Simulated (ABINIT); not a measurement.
# KZnF₃: Bethe–Salpeter calculation (part 2 of 2)

KZnF₃ (Pm-3m, 5 atoms in the cell); Kohn-Sham DFT of a periodic cell, LDA, PseudoDojo NC SR LDA v0.4.1 standard, BSE, no spin polarisation (ABINIT 10.8.3); cutoff 1088.46 eV, 4×4×4 k-mesh, fixed occupations. The structure derives from an entry of the Crystallography Open Database.

Geometry of the input (Å; fractional positions):
```
4.0500  0.0000  0.0000
0.0000  4.0500  0.0000
0.0000  0.0000  4.0500
Zn 0.5000  0.5000  0.5000
K  0.0000  0.0000  0.0000
F  0.5000  0.0000  0.5000
F  0.0000  0.5000  0.5000
F  0.5000  0.5000  0.0000
```

### The program's output, continued
```
 cartesian coordinates (angstrom) at end:
    1      2.02499999861712     2.02499999861712     2.02499999861712
    2      0.00000000000000     0.00000000000000     0.00000000000000
    3      2.02499999861712     0.00000000000000     2.02499999861712
    4      0.00000000000000     2.02499999861712     2.02499999861712
    5      2.02499999861712     2.02499999861712     0.00000000000000

 cartesian forces (hartree/bohr) at end:
    1     -0.00000000000000    -0.00000000000000    -0.00000000000000
    2     -0.00000000000000    -0.00000000000000    -0.00000000000000
    3     -0.00000000000000    -0.00000000000000    -0.00000000000000
    4     -0.00000000000000    -0.00000000000000    -0.00000000000000
    5     -0.00000000000000    -0.00000000000000    -0.00000000000000
 frms,max,avg= 0.0000000E+00 0.0000000E+00   0.000E+00  0.000E+00  0.000E+00 h/b

 cartesian forces (eV/Angstrom) at end:
    1     -0.00000000000000    -0.00000000000000    -0.00000000000000
    2     -0.00000000000000    -0.00000000000000    -0.00000000000000
    3     -0.00000000000000    -0.00000000000000    -0.00000000000000
    4     -0.00000000000000    -0.00000000000000    -0.00000000000000
    5     -0.00000000000000    -0.00000000000000    -0.00000000000000
 frms,max,avg= 0.0000000E+00 0.0000000E+00   0.000E+00  0.000E+00  0.000E+00 e/A
 length scales=  7.653390804700  7.653390804700  7.653390804700 bohr
              =  4.049999997234  4.049999997234  4.049999997234 angstroms
 Fermi (or HOMO) energy (hartree) =   0.05805   Average Vxc (hartree)=  -0.39668
 Eigenvalues (hartree) for nkpt=  10  k points:
 kpt#   1, nband= 25, wtk=  0.01563, kpt=  0.0000  0.0000  0.0000 (reduced coord)
  -4.40941   -2.74249   -2.74249   -2.74249   -0.91364   -0.71425   -0.68974   -0.68974
  -0.31435   -0.31435   -0.31435   -0.09115   -0.09115   -0.09115   -0.07220   -0.07220
  -0.07220   -0.05905   -0.05905   -0.01181   -0.01181   -0.01181   -0.00438   -0.00438
  -0.00438
 prteigrs : prtvol=0 or 1, do not print more k-points.

--- !EnergyTerms
iteration_state     : {dtset: 1, }
comment             : Components of total free energy in Hartree
kinetic             :  1.51384846323220E+02
hartree             :  1.22555197084507E+02
xc                  : -4.46682164477561E+01
Ewald energy        : -1.66106594877513E+02
psp_core            :  5.55274864948174E+00
local_psp           : -3.29296609479045E+02
non_local_psp       : -5.22157626917562E+01
total_energy        : -3.12794391438862E+02
total_energy_eV     : -8.51156900101945E+03
band_energy         : -3.45475916240688E+01
...

 Cartesian components of stress tensor (hartree/bohr^3)
  sigma(1 1)=  1.78238300E-04  sigma(3 2)=  0.00000000E+00
  sigma(2 2)=  1.78238300E-04  sigma(3 1)=  0.00000000E+00
  sigma(3 3)=  1.78238300E-04  sigma(2 1)=  0.00000000E+00

-Cartesian components of stress tensor (GPa)         [Pressure= -5.2440E+00 GPa]
- sigma(1 1)=  5.24395183E+00  sigma(3 2)=  0.00000000E+00
- sigma(2 2)=  5.24395183E+00  sigma(3 1)=  0.00000000E+00
- sigma(3 3)=  5.24395183E+00  sigma(2 1)=  0.00000000E+00

================================================================================
== DATASET  2 ==================================================================

--- !DatasetInfo
iteration_state: {dtset: 2, }
dimensions: {natom: 5, nkpt: 64, mband: 34, nsppol: 1, nspinor: 1, nspden: 1, mpw: 5453, }
cutoff_energies: {ecut:  40.0, pawecutdg:  -1.0, }
electrons: {nelect:   5.00000000E+01, charge:   0.00000000E+00, occopt:   1.00000000E+00, tsmear:   1.00000000E-02, }
meta: {optdriver: 0, ionmov: 0, optcell: 0, iscf: -2, paral_kgb: 0, }
...

 mkfilename : getden/=0, take file _DEN from output of DATASET   1.

 Exchange-correlation functional for the present dataset will be:
  LDA: Perdew-Wang 92 LSD fit to Ceperley-Alder data - ixc=7
  J.P.Perdew and Y.Wang, PRB 45, 13244 (1992)

 Real(R)+Recip(G) space primitive vectors, cartesian coordinates (Bohr,Bohr^-1):
 R(1)=  7.6533908  0.0000000  0.0000000  G(1)=  0.1306610  0.0000000  0.0000000
 R(2)=  0.0000000  7.6533908  0.0000000  G(2)=  0.0000000  0.1306610  0.0000000
 R(3)=  0.0000000  0.0000000  7.6533908  G(3)=  0.0000000  0.0000000  0.1306610
 Unit cell volume ucvol=  4.4829270E+02 bohr^3
 Angles (23,13,12)=  9.00000000E+01  9.00000000E+01  9.00000000E+01 degrees

 getcut: wavevector=  0.0000  0.0000  0.0000  ngfft=  45  45  45
         ecut(hartree)=     40.000   => boxcut(ratio)=   2.01931
--------------------------------------------------------------------------------

================================================================================
 Non-SCF case, kpt    1 (  0.02750  0.05250  0.07750), residuals and eigenvalues=
  6.35E-13  5.16E-13  4.81E-13  4.73E-13  3.21E-13  2.70E-13  9.38E-13  9.13E-13
  7.24E-13  3.24E-13  5.02E-13  9.21E-13  5.30E-13  6.12E-13  2.96E-13  6.56E-13
  8.31E-13  3.33E-13  8.45E-13  4.32E-13  9.21E-13  4.44E-13  7.70E-13  2.85E-13
  9.78E-13  5.21E-13  5.07E-13  2.75E-13  2.21E-13  4.33E-13  1.61E-12  7.91E-13
  5.68E-05  5.39E-05
 -4.4094E+00 -2.7425E+00 -2.7425E+00 -2.7425E+00 -9.1355E-01 -7.1380E-01
 -6.9004E-01 -6.8983E-01 -3.1443E-01 -3.1426E-01 -3.1402E-01 -9.7377E-02
 -9.4188E-02 -9.1980E-02 -7.3290E-02 -7.3090E-02 -7.2328E-02 -5.6710E-02
 -5.3258E-02 -1.2379E-02 -1.1713E-02 -1.1261E-02 -7.5374E-03 -3.9268E-03
 -2.7354E-03  2.0244E-01  3.7818E-01  3.7839E-01  3.9918E-01  4.6401E-01
  4.6418E-01  4.6460E-01  5.6826E-01  5.7500E-01
 prteigrs : prtvol=0 or 1, do not print more k-points.

--- !ResultsGS
iteration_state: {dtset: 2, }
comment   : Summary of ground state results
lattice_vectors:
- [  7.6533908,   0.0000000,   0.0000000, ]
- [  0.0000000,   7.6533908,   0.0000000, ]
- [  0.0000000,   0.0000000,   7.6533908, ]
lattice_lengths: [   7.65339,    7.65339,    7.65339, ]
lattice_angles: [ 90.000,  90.000,  90.000, ] # degrees, (23, 13, 12)
lattice_volume:   4.4829270E+02
convergence: {deltae:  0.000E+00, res2:  0.000E+00, residm:  9.986E-13, diffor:  0.000E+00, }
etotal    :  -3.12794391E+02
entropy   :   0.00000000E+00
fermie    :   5.80488990E-02
cartesian_stress_tensor: null
pressure_GPa: null
xred      :
- [  5.0000E-01,   5.0000E-01,   5.0000E-01, Zn]
- [  0.0000E+00,   0.0000E+00,   0.0000E+00,  K]
- [  5.0000E-01,   0.0000E+00,   5.0000E-01,  F]
- [  0.0000E+00,   5.0000E-01,   5.0000E-01,  F]
- [  5.0000E-01,   5.0000E-01,   0.0000E+00,  F]
cartesian_forces: null
force_length_stats: {min: null, max: null, mean: null, }
...

 Integrated electronic density in atomic spheres:
 ------------------------------------------------
 Atom  Sphere_radius  Integrated_density
    1        2.00000         18.08211232
    2        2.00000          6.91957987
    3        2.00000          7.03627812
    4        2.00000          7.03627812
    5        2.00000          7.03627812
================================================================================

 ----iterations are completed or convergence reached----

 Mean square residual over all n,k,spin=   54.166E-14; max=  99.863E-14
 reduced coordinates (array xred) for    5 atoms
       0.500000000000      0.500000000000      0.500000000000
       0.000000000000      0.000000000000      0.000000000000
       0.500000000000      0.000000000000      0.500000000000
       0.000000000000      0.500000000000      0.500000000000
       0.500000000000      0.500000000000      0.000000000000

 cartesian coordinates (angstrom) at end:
    1      2.02499999861712     2.02499999861712     2.02499999861712
    2      0.00000000000000     0.00000000000000     0.00000000000000
    3      2.02499999861712     0.00000000000000     2.02499999861712
    4      0.00000000000000     2.02499999861712     2.02499999861712
    5      2.02499999861712     2.02499999861712     0.00000000000000
 length scales=  7.653390804700  7.653390804700  7.653390804700 bohr
              =  4.049999997234  4.049999997234  4.049999997234 angstroms
 Eigenvalues (hartree) for nkpt=  64  k points:
 kpt#   1, nband= 34, wtk=  0.01563, kpt=  0.0275  0.0525  0.0775 (reduced coord)
  -4.40941   -2.74249   -2.74249   -2.74249   -0.91355   -0.71380   -0.69004   -0.68983
  -0.31443   -0.31426   -0.31402   -0.09738   -0.09419   -0.09198   -0.07329   -0.07309
  -0.07233   -0.05671   -0.05326   -0.01238   -0.01171   -0.01126   -0.00754   -0.00393
  -0.00274    0.20244    0.37818    0.37839    0.39918    0.46401    0.46418    0.46460
   0.56826    0.57500
 prteigrs : prtvol=0 or 1, do not print more k-points.

================================================================================
== DATASET  3 ==================================================================

--- !DatasetInfo
iteration_state: {dtset: 3, }
dimensions: {natom: 5, nkpt: 64, mband: 28, nsppol: 1, nspinor: 1, nspden: 1, mpw: 2691, }
cutoff_energies: {ecut:  25.0, pawecutdg:  -1.0, }
electrons: {nelect:   5.00000000E+01, charge:   0.00000000E+00, occopt:   1.00000000E+00, tsmear:   1.00000000E-02, }
meta: {optdriver: 99, bs_calctype: 1, bs_algorithm: 1, }
...

 mkfilename : getwfk/=0, take file _WFK from output of DATASET   2.

 mkfilename : getden/=0, take file _DEN from output of DATASET   1.

 Exchange-correlation functional for the present dataset will be:
  LDA: Perdew-Wang 92 LSD fit to Ceperley-Alder data - ixc=7
  J.P.Perdew and Y.Wang, PRB 45, 13244 (1992)

 Exciton: Calculation of dielectric properties by solving the Bethe-Salpeter equation
 in frequency domain and reciprocal space on a transitions basis set.
 Based on a program developed by L. Reining, V. Olevano, F. Sottile,
 S. Albrecht, and G. Onida. Incorporated in ABINIT by M. Giantomassi.

 Real(R)+Recip(G) space primitive vectors, cartesian coordinates (Bohr,Bohr^-1):
 R(1)=  7.6533908  0.0000000  0.0000000  G(1)=  0.1306610  0.0000000  0.0000000
 R(2)=  0.0000000  7.6533908  0.0000000  G(2)=  0.0000000  0.1306610  0.0000000
 R(3)=  0.0000000  0.0000000  7.6533908  G(3)=  0.0000000  0.0000000  0.1306610
 Unit cell volume ucvol=  4.4829270E+02 bohr^3
 Angles (23,13,12)=  9.00000000E+01  9.00000000E+01  9.00000000E+01 degrees

--- Pseudopotential description ------------------------------------------------
- pspini: atom type   1  psp file is ./Zn.upf
  30.00000  20.00000  180309                  znucl, zion, pspdat
12 -1012 2 -1 1296                            pspcod,pspxc,lmax,lloc,mmax
     nproj     2     2     2

- pspini: atom type   2  psp file is ./K.upf
  19.00000   9.00000  180309                  znucl, zion, pspdat
12 -1012 2 -1 2170                            pspcod,pspxc,lmax,lloc,mmax
     nproj     2     2     2

- pspini: atom type   3  psp file is ./F.upf
   9.00000   7.00000  201202                  znucl, zion, pspdat
12 -1012 2 -1 824                             pspcod,pspxc,lmax,lloc,mmax
     nproj     2     2     1

--------------------------------------------------------------------------------

 ==== K-mesh for the wavefunctions ====
 Number of points in the irreducible wedge :    64
 Reduced coordinates and weights :

     1)     2.75000000E-02  5.25000000E-02  7.75000000E-02       0.01563
     2)     2.77500000E-01  5.25000000E-02  7.75000000E-02       0.01563
     3)    -4.72500000E-01  5.25000000E-02  7.75000000E-02       0.01563
     4)    -2.22500000E-01  5.25000000E-02  7.75000000E-02       0.01563
   [... 60 further points ...]

 Together with 48 symmetry operations and time-reversal symmetry
 yields    64 points in the full Brillouin Zone.

 ==== Q-mesh for the screening function ====
 Number of points in the irreducible wedge :    10
 Reduced coordinates and weights :

     1)     0.00000000E+00  0.00000000E+00  0.00000000E+00       0.01563
     2)     2.50000000E-01  0.00000000E+00  0.00000000E+00       0.09375
     3)     5.00000000E-01  0.00000000E+00  0.00000000E+00       0.04688
     4)     2.50000000E-01  2.50000000E-01  0.00000000E+00       0.18750
     5)     5.00000000E-01  2.50000000E-01  0.00000000E+00       0.18750
     6)     5.00000000E-01  5.00000000E-01  0.00000000E+00       0.04688
     7)     2.50000000E-01  2.50000000E-01  2.50000000E-01       0.12500
     8)     5.00000000E-01  2.50000000E-01  2.50000000E-01       0.18750
     9)     5.00000000E-01  5.00000000E-01  2.50000000E-01       0.09375
    10)     5.00000000E-01  5.00000000E-01  5.00000000E-01       0.01563

 Together with 48 symmetry operations and time-reversal symmetry
 yields    64 points in the full Brillouin Zone.

 vcoul_init : cutoff-mode = AUXILIARY_FUNCTION
 q-points for optical limit:   1
     1)      0.000010    0.000020    0.000030
 setmesh: FFT mesh size selected  =    25x   25x   25
          total number of points  =        15625

 ==== Fundamental parameters for the solution of the Bethe-Salpeter equation: ====
 Algorithm: Direct diagonalization.
 Dimension of the v, W matrices,  npweps  = 251
 Cutoff for the wavefunctions,    npwwfn  = 2721
 Number of k-points in the IBZ,   nkibz   = 64
 Highest empty band included,     nband   = 28
 === Spin UP ===
 Number of resonant transitions          576
 Lowest occupied state                   23
 Highest occupied state                  25
 Lowest unoccupied state                 26
 Highest unoccupied state                28
 Minimum frequency [eV]           Emin    =   0.00
 Maximum frequency [eV]           Emax    =  14.00
 Frequency step [eV]              dE      =   0.05
 Lorentzian broadening [eV]       eta     =   0.20
 RPA L0 with KS energies and KS wavefunctions
 Scissors operator energy [eV] =          1.20
 Local fields effects (v term) included
 Excitonic effects (W term) excluded
 Resonant-only calculation (Hermitian case)

 Calculating epsilon_Macro(q-->0,w), along the following directions:
 q = (  1.218075  0.000000  0.000000) [r.l.u.]
 q = (  0.000000  1.218075  0.000000) [r.l.u.]
 q = (  0.000000  0.000000  1.218075) [r.l.u.]
 q = (  1.218075  0.000000  0.000000) [r.l.u.]
 q = (  0.000000  1.218075  0.000000) [r.l.u.]
 q = (  0.000000  0.000000  1.218075) [r.l.u.]
 Number of electrons calculated from density =   49.9819; Expected =   50.0000
 average of density, n =  0.111494
 r_s =    1.2889
 omega_plasma =   32.2093 [eV]

 Direct diagonalization of the resonant excitonic Hamiltonian, Matrix size= 576
 Excitonic eigenvalues in eV up to n=   32
   6.78770   6.81995   6.92008   7.18406   7.25972   7.33073   7.42740   7.46778
   7.46997   7.50143   7.60342   7.63907   7.64659   7.70707   7.83045   7.84014
   7.87744   7.89279   7.95763   7.97256   7.99044   7.99828   8.02145   8.05150
   8.06436   8.11571   8.12491   8.12761   8.13959   8.18481   8.18876   8.20473

 First excitonic eigenvalue=    6.79 [eV]
 Last  excitonic eigenvalue=   13.13 [eV]

 GW  direct gap       6.78  0.00 [eV]
 EXC direct gap       6.79  0.00 [eV]
 EXC binding energy  -0.00  0.00 [eV]

 Excitonic eigenvalues up to the GW energy gap [eV]

 Macroscopic dielectric function:
 omega [eV] <KS_RPA_nlf>  <GW_RPA_nlf>  <BSE>
   0.0000   1.4158   0.0000   1.3605   0.0000   1.3576   0.0000
   0.0500   1.4158   0.0001   1.3605   0.0001   1.3577   0.0001
   0.1000   1.4159   0.0003   1.3605   0.0002   1.3577   0.0002
   0.1500   1.4160   0.0004   1.3606   0.0003   1.3577   0.0003
   0.2000   1.4161   0.0006   1.3607   0.0004   1.3578   0.0004
   0.2500   1.4163   0.0007   1.3608   0.0005   1.3579   0.0004
   0.3000   1.4165   0.0009   1.3609   0.0005   1.3580   0.0005
   0.3500   1.4167   0.0010   1.3610   0.0006   1.3582   0.0006
   0.4000   1.4170   0.0011   1.3612   0.0007   1.3584   0.0007
   0.4500   1.4173   0.0013   1.3614   0.0008   1.3585   0.0008

 Writing KS-RPA macroscopic dielectric function without local fields to file: runo_DS3_RPA_NLF_MDF
 Writing GW-RPA macroscopic dielectric function without local fields to file: runo_DS3_GW_NLF_MDF
 Writing EXC Macroscopic dielectric function to file: runo_DS3_EXC_MDF

== END DATASET(S) ==============================================================
================================================================================

 -outvars: echo values of variables after computation  --------
            acell      7.6533908047E+00  7.6533908047E+00  7.6533908047E+00 Bohr
           etotal1    -3.1279439144E+02
           etotal3     0.0000000000E+00
            fcart1    -0.0000000000E+00 -0.0000000000E+00 -0.0000000000E+00
                      -0.0000000000E+00 -0.0000000000E+00 -0.0000000000E+00
                      -0.0000000000E+00 -0.0000000000E+00 -0.0000000000E+00
                      -0.0000000000E+00 -0.0000000000E+00 -0.0000000000E+00
                      -0.0000000000E+00 -0.0000000000E+00 -0.0000000000E+00
            fcart3     0.0000000000E+00  0.0000000000E+00  0.0000000000E+00
                       0.0000000000E+00  0.0000000000E+00  0.0000000000E+00
                       0.0000000000E+00  0.0000000000E+00  0.0000000000E+00
                       0.0000000000E+00  0.0000000000E+00  0.0000000000E+00
                       0.0000000000E+00  0.0000000000E+00  0.0000000000E+00
           strten1     1.7823829977E-04  1.7823829977E-04  1.7823829977E-04
                       0.0000000000E+00  0.0000000000E+00  0.0000000000E+00
           strten3     0.0000000000E+00  0.0000000000E+00  0.0000000000E+00
                       0.0000000000E+00  0.0000000000E+00  0.0000000000E+00
           xangst      2.0249999986E+00  2.0249999986E+00  2.0249999986E+00
                       0.0000000000E+00  0.0000000000E+00  0.0000000000E+00
                       2.0249999986E+00  0.0000000000E+00  2.0249999986E+00
                       0.0000000000E+00  2.0249999986E+00  2.0249999986E+00
                       2.0249999986E+00  2.0249999986E+00  0.0000000000E+00
             xred      5.0000000000E-01  5.0000000000E-01  5.0000000000E-01
                       0.0000000000E+00  0.0000000000E+00  0.0000000000E+00
                       5.0000000000E-01  0.0000000000E+00  5.0000000000E-01
                       0.0000000000E+00  5.0000000000E-01  5.0000000000E-01
                       5.0000000000E-01  5.0000000000E-01  0.0000000000E+00
 Calculation completed.
```

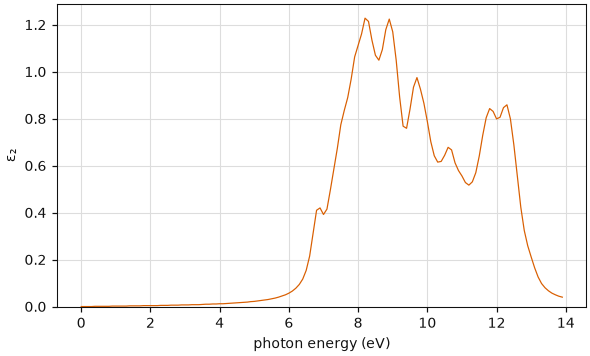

Imaginary part of the dielectric function (first component that the program prints). The highest peak, 1.2, lies at 8.20 eV.

### Key numbers

| quantity | value |
| --- | --- |
| outcome | converged |
| space group (tolerance 0.01 Å) | Pm-3m (221) |
| electrons treated | 50 |
| free energy | −8511.5690 eV |
| Fermi energy | 1.580 eV |
| pressure | −5.24 GPa |
| largest force (length of the vector) | under 0.001 eV/Å |
| wall time | 6.7 min |
| peak memory | 1.3 GiB |

### Notes

Further notes kept with the run: Wrong value for nkref: nkref= 64 nkbz= 3072 nkbzmx =6144; Hacking the rottb tables!. Points of doubt noted for this run: k mesh coarse for spectra. The cell is under a tension of 5.2 GPa at this level, so it is not at its equilibrium volume.
